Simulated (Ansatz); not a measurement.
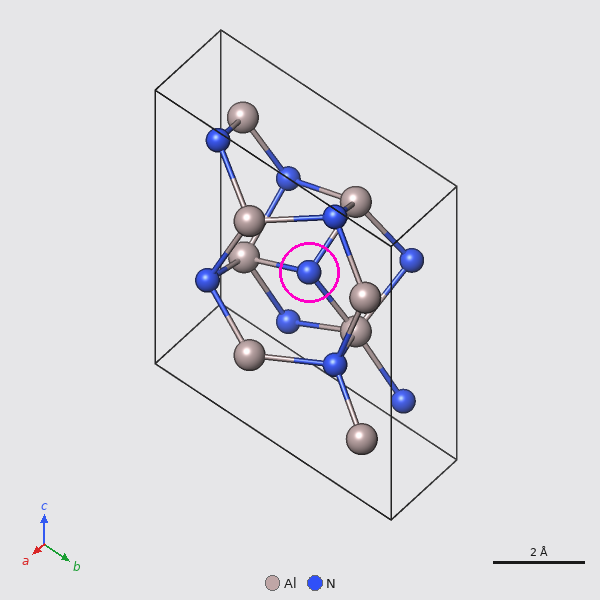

The image is a ball-and-stick drawing of a crystal, viewed slightly off an axis. Atoms at the boundary of the supercell (the box) are drawn once for each face, edge or corner they touch. The host is AlN, in a cell of 16 sites, and the cell carries a charge of -2. A ring marks the defect's site.

**Where does the cell differ from the host, and how?**

An interstitial nitrogen atom. It is bonded to three Al in a trigonal pyramidal arrangement at about 1.9 Å.

Level of theory and settings: DFT PBE, scalar-relativistic, plane waves, PAW in Ansatz, a cutoff energy of 420 eV, a 4×4×4 k-point mesh, Gaussian smearing of 0.01 eV, collinear spins.

**Does the defective cell carry a moment?**

Yes, 0.1 μB in the cell.

The atoms were relaxed in the host's cell with DFT PBE, scalar-relativistic, plane waves, PAW (Ansatz 0.2.0).
